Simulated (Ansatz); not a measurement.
System: WS3 (slab).

```
CELL_PARAMETERS angstrom
3.18321 0.00000 0.00000
-1.59160 2.75674 0.00000
0.00000 0.00000 52.71930
ATOMIC_POSITIONS crystal
S 0.66667 0.33333 0.14226
S 0.33333 0.66667 0.40878
W 0.66667 0.33333 0.43835
S 0.33333 0.66667 0.46793
S 0.66667 0.33333 0.53207
W 0.33333 0.66667 0.56165
S 0.66667 0.33333 0.59122
S 0.33333 0.66667 0.85774
```

These are results of Kohn-Sham DFT of a periodic cell, PBE, Ansatz PAW in Ansatz, not measurements.

Question: What will maps of the valence pseudo-density and electron localisation function show?

Answer: W–S (2.41 Å): ρ is about 0.63 e/Å³ halfway; the ELF peaks at about 0.85 in the valence shell of S, 0.8 Å from its nucleus, and is about 0.50 at the midpoint.

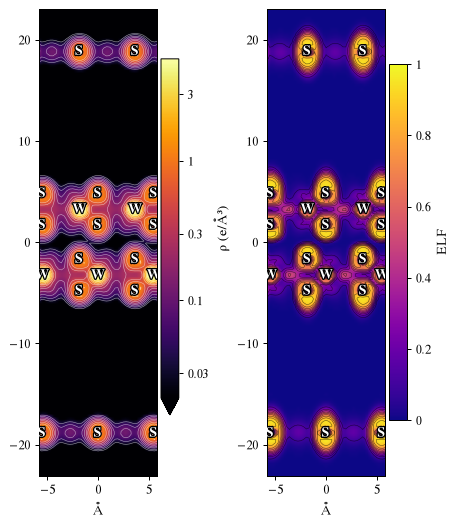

Computed valence pseudo-density and electron localisation function on the (110) plane of the calculation cell, a cut from vacuum to vacuum, in this order. 

Core electrons are frozen (PAW), and the valence fields are smoothed inside the atomic spheres.
